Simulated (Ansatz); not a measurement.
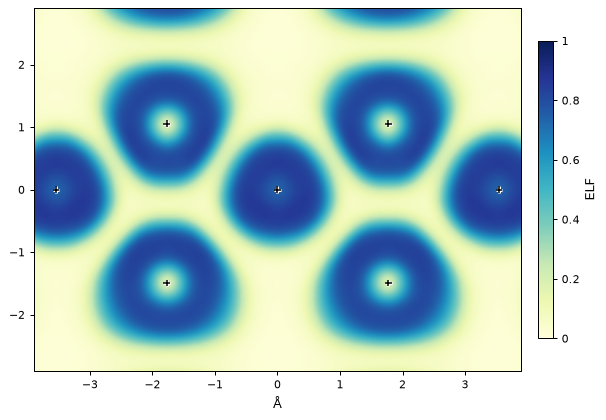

The electron localisation function on a plane through atoms (crosses mark nuclei in the plane).

Level of theory: DFT PBE, scalar-relativistic, plane waves, PAW (Ansatz).

Candidates:
A. CdTe, a = 6.62 Å, b = 6.62 Å, c = 6.62 Å, α = 90.00°, β = 90.00°, γ = 90.00°. Space group F-43m.
B. HfO2, a = 3.55 Å, b = 3.55 Å, c = 5.10 Å, α = 90.00°, β = 90.00°, γ = 90.00°. Space group P4₂/nmc; a structure from a database of computed crystals, not necessarily the ambient phase; changed on purpose from its base cell (volume × 0.94, shape and atoms relaxed); computed pressure about 13 GPa in this cell.
C. Ti (slab), a = 5.29 Å, b = 5.68 Å, c = 31.14 Å, α = 90.00°, β = 90.00°, γ = 90.00°. Not relaxed (largest force 1.2 eV/Å); computed without spin polarisation.

Question: Which candidate gave the map?

Answer: Candidate B: HfO2 on the (010) plane of the conventional cell, which holds Hf and O. Hf–O (2.06 Å): the ELF peaks at about 0.85 in the valence shell of O, 0.6 Å from its nucleus, and drops to about 0.20 between the two atoms (no shared electron pair shows on this line). Hf–O (2.32 Å): the ELF peaks at about 0.85 in the valence shell of O, 0.6 Å from its nucleus, and drops to about 0.10 between the two atoms (no shared electron pair shows on this line).
